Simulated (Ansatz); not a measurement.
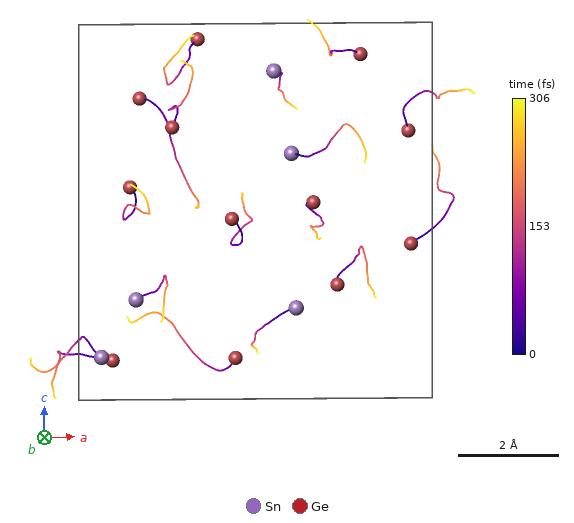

A Born-Oppenheimer molecular dynamics run of an amorphous cell of composition Sn$_{5}$Ge$_{12}$ (17 atoms in the cell), 306 fs long. Lines trace each atom's path, coloured by time; spheres stand at the starting positions. Seen along the b axis in the simulation cell.

Theory: DFT PBE, scalar-relativistic, plane waves, PAW in Ansatz 0.2.0. Settings: plane-wave cutoff 420 eV; k-point mesh 1 × 1 × 1; Fermi-Dirac smearing 0.259 eV; volume 0.96 times that of the relaxed crystal; set temperature 3000 K; time step 3 fs.

**What do the traces tell about the motion?**

In the second half of the run the atoms are, in the root-mean-square, this far from where they began (common drift taken out): Ge 1.56 Å, Sn 1.52 Å. That is a large part of the typical shortest distance between atoms in the first frame, about 2.5 Å and still growing: the atoms leave their places as in a liquid. The mean temperature in the second half is 3300 K (standard deviation 350 K). The potential energy in the second half lies on average 68.0 meV per atom below the first frame. The mean pressure there is 6.6 GPa.

Limits of the set-up: the periodic images lie only 7.1 Å apart, so the values are limited by the cell's size.

The run took 5.3 min on 2 threads of Arm Neoverse V2, on a shared host, peak memory 0.66 GiB.
